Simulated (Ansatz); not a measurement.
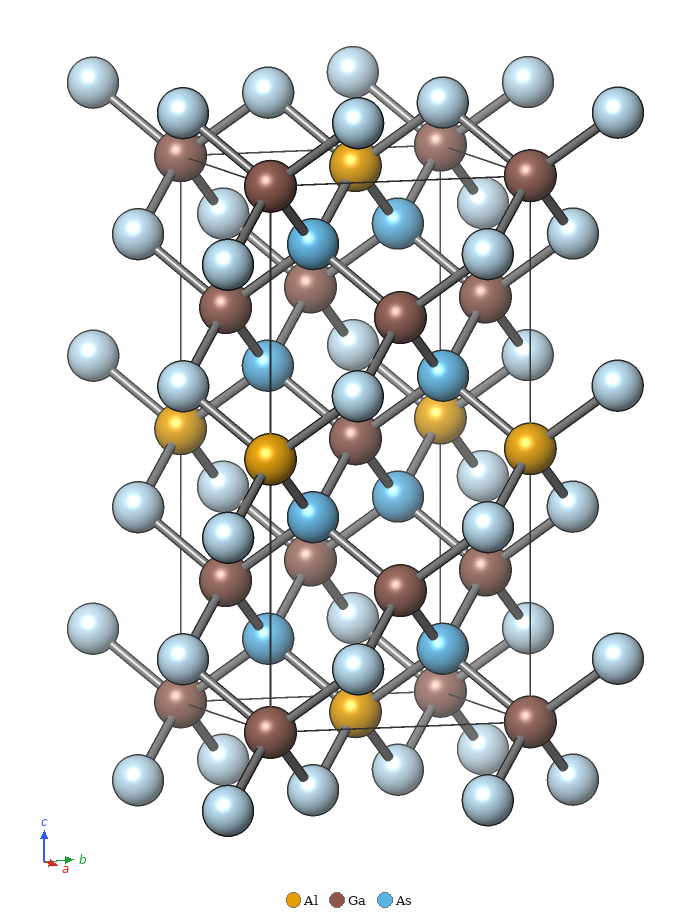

We look at a ball-and-stick model of the crystal slightly off an axis. The lines enclose the conventional unit cell; boundary atoms appear with their images. Atoms just outside the outline that bond to atoms inside are added, in fainter colours.

AlGa3As4, space group I-42m (No. 121), a = 5.56 Å, b = 5.56 Å, c = 11.13 Å, α = 90.00°, β = 90.00°, γ = 90.00°.

The calculation used Ansatz, DFT PBE, scalar-relativistic, plane waves, PAW, with wavefunction cutoff 420 eV, k-points about 0.16 Å⁻¹ apart, Gaussian smearing of 0.02 eV, no spin polarisation.

> Classify it as metallic or gapped, with the value.

A semiconductor at this level, with a gap of 1.21 eV on the k-mesh (the true edges may lie between mesh points, so the gap can be somewhat smaller).

It derives from a structure type filled with these elements by a generator (whether the compound takes this form wasn't checked). It was relaxed at fixed volume with DFT PBE, scalar-relativistic, plane waves, PAW in Ansatz 0.2.0.

At this level of theory the run's own cell isn't at rest (compressed, at 7 GPa), so its distances can differ from those at equilibrium, the more so the softer the solid.
